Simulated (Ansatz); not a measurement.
## Geometry relaxation of Co4O5 (part 4 of 4)

The same run, continued: Co4O5 (slab, 9 atoms in the cell); DFT PBE, scalar-relativistic, plane waves, PAW, spin-polarised (Ansatz 0.2.0); cutoff 420 eV, 10×10×1 k-mesh, Gaussian smearing of 0.1 eV, collinear spins. The structure derives from an entry of the Crystallography Open Database. The input holds or restrains some coordinates. Forces given for the steps count only the free coordinates. It belongs to a series of runs on one base structure; here: O put at a top O site.

Geometry of the input (Å; fractional positions):
```
3.0160  0.0000  0.0000
0.0000  3.0160  0.0000
0.0000  0.0000  25.3217
Co 0.5000  0.5000  0.3357
O  0.0000  0.0000  0.3357
Co 0.0000  0.0000  0.4189
O  0.5000  0.5000  0.4189
Co 0.5000  0.5000  0.5096
O  0.0000  0.0000  0.5016
Co 0.0000  0.0000  0.5820
O  0.5000  0.5000  0.5903
O  0.5000  0.5000  0.6424
```

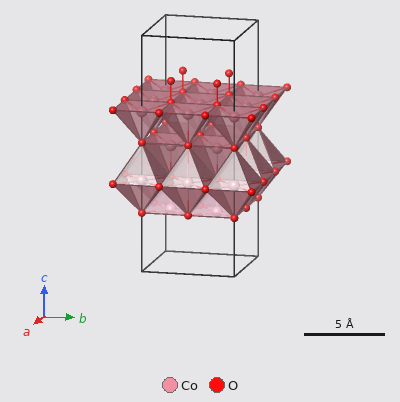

Fig. 1: The geometry at step 8 of the log (polyhedral view of the 2 × 2 repeat of the cell, with the vacuum cut short, seen slightly off an axis; polyhedra are completed across the faces of the cell).

### Trajectory as extended XYZ, continued
```
9
Lattice="3.0160 0.0000 0.0000 0.0000 3.0160 0.0000 0.0000 0.0000 25.3217" Properties=species:S:1:pos:R:3:forces:R:3 step=6 energy=-23330.66869
Co    1.5080    1.5080    8.5000    0.0000   0.0000  -0.0626
O     0.0000    0.0000    8.5000    0.0000   0.0000   0.0136
Co    0.0000    0.0000   10.6073    0.0000   0.0000  -0.0161
O     1.5080    1.5080   10.6073    0.0000   0.0000   0.1334
Co    1.5080    1.5080   12.6251    0.0000   0.0000  -0.0791
O     0.0000    0.0000   13.0388    0.0000   0.0000   0.0734
Co    0.0000    0.0000   15.0772    0.0000   0.0000  -0.0570
O     1.5080    1.5080   15.4161    0.0000   0.0000   0.0892
O     1.5080    1.5080   16.8227    0.0000   0.0000  -0.0947
9
Lattice="3.0160 0.0000 0.0000 0.0000 3.0160 0.0000 0.0000 0.0000 25.3217" Properties=species:S:1:pos:R:3:forces:R:3 step=7 energy=-23330.66996
Co    1.5080    1.5080    8.5000    0.0000   0.0000  -0.0891
O     0.0000    0.0000    8.5000    0.0000   0.0000   0.0213
Co    0.0000    0.0000   10.6073    0.0000   0.0000  -0.0127
O     1.5080    1.5080   10.6073    0.0000   0.0000   0.0773
Co    1.5080    1.5080   12.6102    0.0000   0.0000  -0.0039
O     0.0000    0.0000   13.0451    0.0000   0.0000  -0.0251
Co    0.0000    0.0000   15.0592    0.0000   0.0000   0.0491
O     1.5080    1.5080   15.4032    0.0000   0.0000   0.0373
O     1.5080    1.5080   16.8066    0.0000   0.0000  -0.0543
9
Lattice="3.0160 0.0000 0.0000 0.0000 3.0160 0.0000 0.0000 0.0000 25.3217" Properties=species:S:1:pos:R:3:forces:R:3 step=8 energy=-23330.67005
Co    1.5080    1.5080    8.5000    0.0000   0.0000  -0.0892
O     0.0000    0.0000    8.5000    0.0000   0.0000   0.0217
Co    0.0000    0.0000   10.6073    0.0000   0.0000  -0.0080
O     1.5080    1.5080   10.6073    0.0000   0.0000   0.0841
Co    1.5080    1.5080   12.6110    0.0000   0.0000  -0.0045
O     0.0000    0.0000   13.0484    0.0000   0.0000   0.0071
Co    0.0000    0.0000   15.0701    0.0000   0.0000  -0.0304
O     1.5080    1.5080   15.4018    0.0000   0.0000  -0.0152
O     1.5080    1.5080   16.8033    0.0000   0.0000   0.0343
9
Lattice="3.0160 0.0000 0.0000 0.0000 3.0160 0.0000 0.0000 0.0000 25.3217" Properties=species:S:1:pos:R:3:forces:R:3 step=9 energy=-23330.67014
Co    1.5080    1.5080    8.5000    0.0000   0.0000  -0.0899
O     0.0000    0.0000    8.5000    0.0000   0.0000   0.0216
Co    0.0000    0.0000   10.6073    0.0000   0.0000  -0.0089
O     1.5080    1.5080   10.6073    0.0000   0.0000   0.0764
Co    1.5080    1.5080   12.6099    0.0000   0.0000   0.0004
O     0.0000    0.0000   13.0455    0.0000   0.0000  -0.0001
Co    0.0000    0.0000   15.0654    0.0000   0.0000   0.0000
O     1.5080    1.5080   15.4040    0.0000   0.0000  -0.0015
O     1.5080    1.5080   16.8060    0.0000   0.0000   0.0020
```

### Results in brief

| quantity | value |
| --- | --- |
| outcome | converged under the restraints of the input |
| electrons treated | 98 |
| free energy | −23330.6701 eV |
| work function, top face | 7.20 eV |
| work function, bottom face | 3.82 eV |
| Fermi energy | 1.442 eV |
| gap on the k-point mesh | none (metallic) |
| net moment of the cell | 10.41 μB |
| integrated absolute moment | 11.17 μB |
| final volume | 230.33 Å³ |
| work function (upper face) | 7.20 eV |
| largest force (length of the vector) at the end, held atoms and coordinates included | 0.090 eV/Å |
| hardware | 2 threads of Intel Xeon (Granite Rapids), 32 GiB of memory available, shared host |
| wall time | 5.6 min (CPU time 11 min) |
| peak memory | 0.91 GiB |

### Remarks

The electronic state found may not be the lowest one. Warnings of the run: another magnetic order may lie lower; some starting moments were not kept; the exchange-correlation potential is rough where the density is thin.
